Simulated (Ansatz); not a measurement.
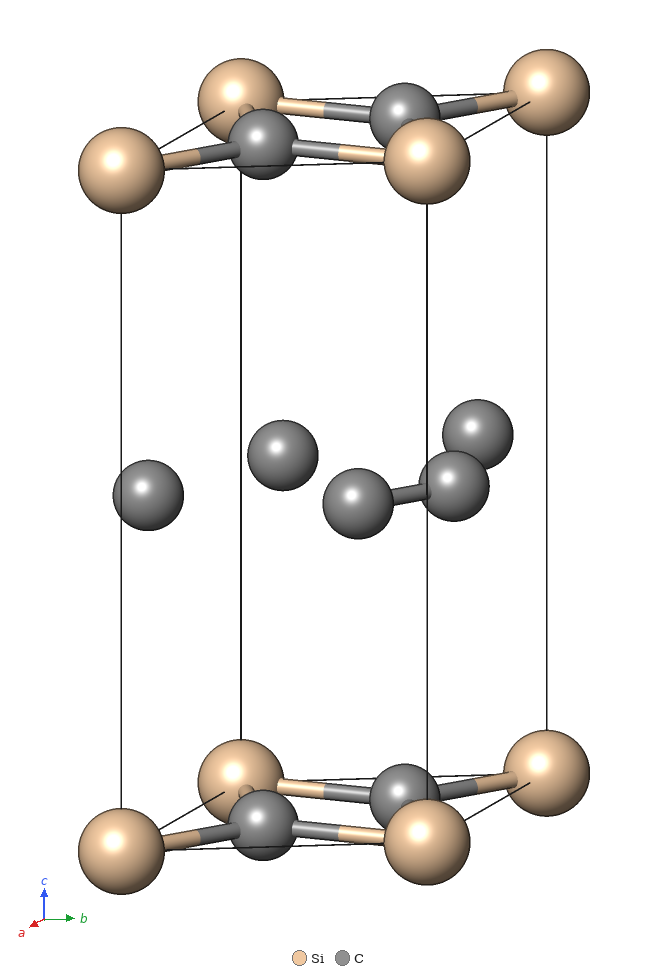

The image is a ball-and-stick drawing of a crystal, viewed slightly off an axis. One conventional unit cell is framed, with atoms on its boundary repeated. Cell: a = 3.60 Å, b = 3.60 Å, c = 8.19 Å, α = 90.00°, β = 90.00°, γ = 120.00°.

The structure was taken from a structure type filled with these elements by a generator (whether the compound takes this form wasn't checked). Earlier steps of the study may have refined or changed the cell and positions. It was run through Ansatz as a DFT input.

> What is this?

The structure is one of SiC5. The lattice is primitive hexagonal and the space group P-62m (No. 189). Cell content 1 Si, 5 C; Z = 1. Si is coordinated by six C at about 2.1 Å. C takes two kinds of site: 2c with three Si in a trigonal planar arrangement at about 2.1 Å; 3g with two C in a bent arrangement at about 1.4 Å.

Calculation details: DFT PBE, scalar-relativistic, plane waves, PAW (Ansatz); a basis cut at 420 eV, k-point mesh 12×12×6, Gaussian smearing of 0.1 eV, no spin polarisation.

> Is the electronic structure metallic or gapped?

A metal: bands cross the Fermi level.

> How charged are the atoms, by the Bader scheme?

Si +1.98 e; C -0.99 to 0.00 e.

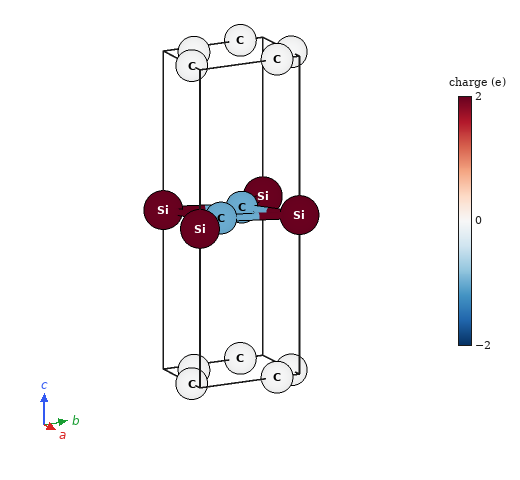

The atoms coloured by those charges. The run's cell of 6 atoms is drawn, so axes and origin can differ from the first picture.

> Do the forces and the stress vanish for this geometry?

Yes. All forces vanish to within 0.01 eV/Å. The pressure is 0.0 GPa, close to zero.
